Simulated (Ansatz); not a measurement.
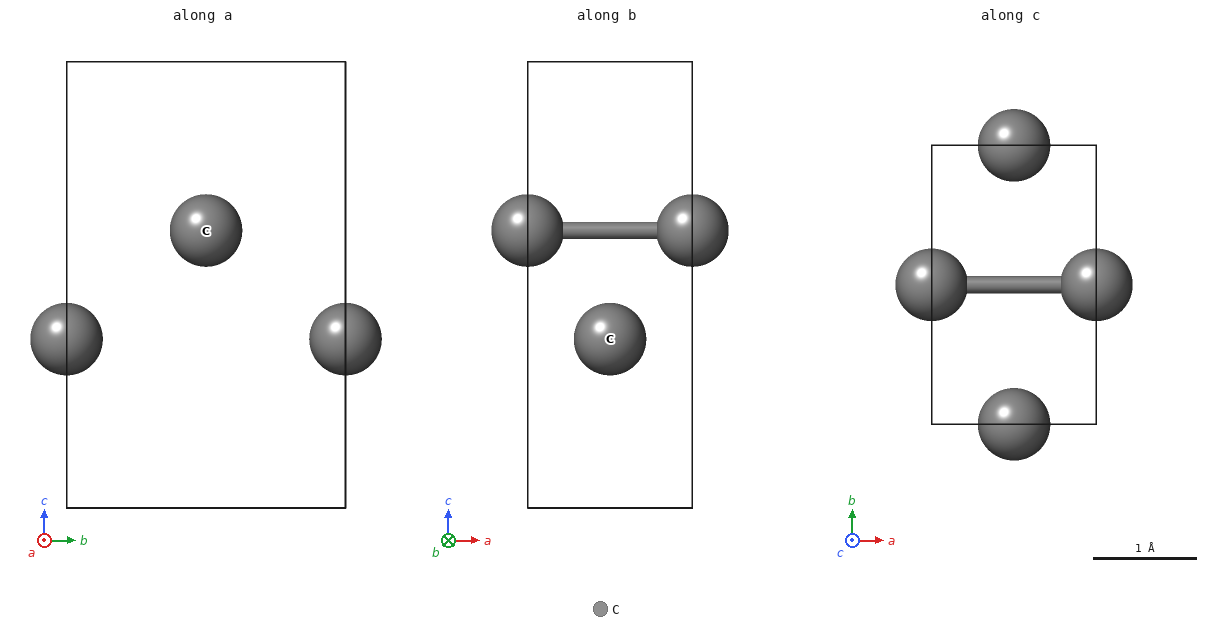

Crystal structure, ball-and-stick style, seen along the a axis, along the b axis and along the c axis. Atoms at the boundary of the conventional unit cell (the box) are drawn once for each face, edge or corner they touch.

Lattice parameters: a = 1.613 Å, b = 2.730 Å, c = 4.369 Å, α = 90.00°, β = 90.00°, γ = 90.00°.

**Write down what is shown as a table of Wyckoff sites, with free fractional coordinates to two decimals.**

Space group Pmmn:1 (No. 59).
```
atom  site     x     y     z
   C    2b  0.00  0.50  0.62
```

The starting point was a random cell made by a generator, so it need not be a real form of the element. Earlier steps of the study, as a rule a relaxation of our own, may have changed the cell and positions, so they can lie some per cent off the listed ones. It was run through Ansatz as a DFT input.
